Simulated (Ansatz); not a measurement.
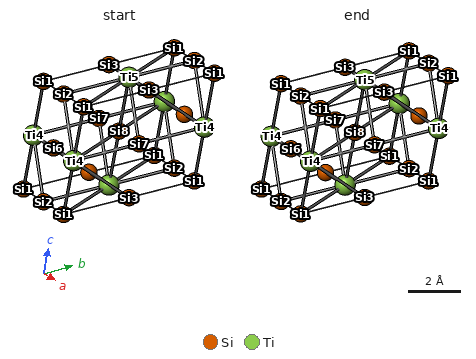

The structure of solid TiSi₃ (set up in Pm-3m) before (left) and after (right) a relaxation, at one scale.

The picture is a ball-and-stick view of the cell of the calculation, seen slightly off an axis.

Case: 6 of 8 Ti sites taken by Si, cell and atoms relaxed.

Computed with Ansatz, DFT r2SCAN, scalar-relativistic, plane waves, PAW.

Input file:
```yaml
crystal:
  lattice:
    - [-3.8871833105, 3.8871833105, 0.0]
    - [-3.8871833105, 0.0, 3.8871833105]
    - [0.0, 3.8871833105, 3.8871833105]
  atoms:
    - { symbol: Si, position: [0.0, 0.0, 0.0] }
    - { symbol: Si, position: [0.5, 0.0, 0.0] }
    - { symbol: Si, position: [0.0, 0.5, 0.0] }
    - { symbol: Ti, position: [0.0, 0.0, 0.5] }
    - { symbol: Ti, position: [0.5, 0.5, 0.0] }
    - { symbol: Si, position: [0.5, 0.0, 0.5] }
    - { symbol: Si, position: [0.0, 0.5, 0.5] }
    - { symbol: Si, position: [0.5, 0.5, 0.5] }
basis:
  ecutwfc: 500
kpoints:
  mp_grid: { grid: [8, 8, 8] }
hamiltonian:
  xc: r2scan
scf:
  occupations: { method: gaussian, width: 0.1 }
output:
  forces: true
  stress: true
  eigenvalues: true
relax:
  adjacent_minimum: "off"
  f_tol: 0.015
  max_steps: 60
  cell: { stress_tol: 0.15 }
```

Run as
```bash
ansatz run input.yaml --threads 1 --pin off --max-ram 2560MiB --backend cpu --events-out ev --progress --plain --runs-dir out
```

### Describe what moved and what it gained.

Over 2 accepted moves (3 points after the start) the energy falls by 21.5 meV per atom. All forces vanish by symmetry, so only the cell relaxes. Pressure: −6.98 GPa at the start and −0.05 GPa at the end. The SCF was repeated once at an unchanged geometry on a basis and grid sized afresh for the cell, which shifted the energy by 0.2 meV per atom at most. The atoms keep their places relative to the cell (all moves are under 0.005 Å). The drawn cell changes as follows: a = b = c 5.497 → 5.379 Å (−2.1 %); the volume changes by −6.3 %. Near-neighbour distances that change, for instance: Si1–Ti4 2.749 → 2.690 Å. The space group stays Pm-3m (No. 221). The run took 110 s on 1 thread of AMD EPYC 7R43 64-Core Processor (Zen 3), on a shared host, peak memory 0.89 GiB.
